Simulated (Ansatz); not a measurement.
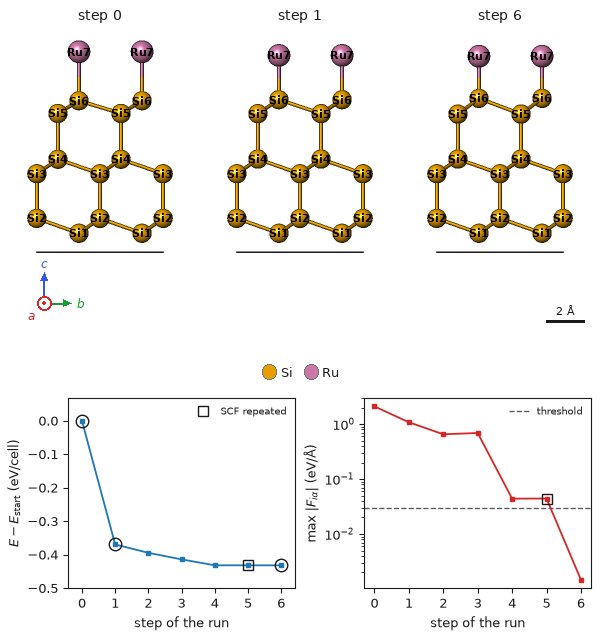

Frames of a constrained relaxation of a slab of composition Si6Ru (cut from the Fd-3m phase), marked on the history of the run. The picture is a ball-and-stick view of the 1 × 2 repeat of the cell, outlined in the plane, without the vacuum, seen along the a axis.

Case: Ru put at a top Si site. The slab is the (1 1 1) face of Si with Ru on it. 3 atoms are held fixed.

Level of theory: Ansatz, DFT PBEsol, scalar-relativistic, plane waves, PAW. Settings: plane-wave cutoff 420 eV; k-point mesh 9 × 9 × 1; occupations gaussian; smearing width 0.05 eV; collinear spin; dipole correction; atoms relaxed in a fixed cell; force threshold 0.03 eV/Å; at most 70 steps.

Describe the path.

Ru7 moves most: 0.24 Å along the normal (−c). Largest moves by element: Ru 0.24 Å, Si 0.12 Å. The cell stays as it was. Some distances before and after: Si6–Ru7 2.580 → 2.221 Å, Si5–Si6 2.318 → 2.368 Å, Si4–Si5 2.412 → 2.366 Å. Among the angles between lasting bonds that change: Si4–Si5–Si6 106.9° → 110.5°, Si5–Si6–Ru7 106.9° → 110.5°, Si6–Si5–Si6 111.9° → 108.4°. After 5 accepted moves (6 points after the start) the energy has fallen by 0.432 eV per cell of the calculation. Largest force component: 2.1 eV/Å at the start, 0.0015 eV/Å at the end. 1 step only repeated the SCF at the same geometry. Cost: 3.2 min on 1 thread of Intel(R) Xeon(R) Processor @ 2.70GHz, with other jobs on the host, peak memory 0.66 GiB. From step 0 to 1: Ru7 moves most (0.19 Å), energy −0.369 eV per cell of the calculation. From step 1 to 6: Si6 moves most (0.07 Å), energy −62.5 meV per cell of the calculation.

Limits of the set-up: the periodic images lie only 3.8 Å apart, so the values are limited by the cell's size.
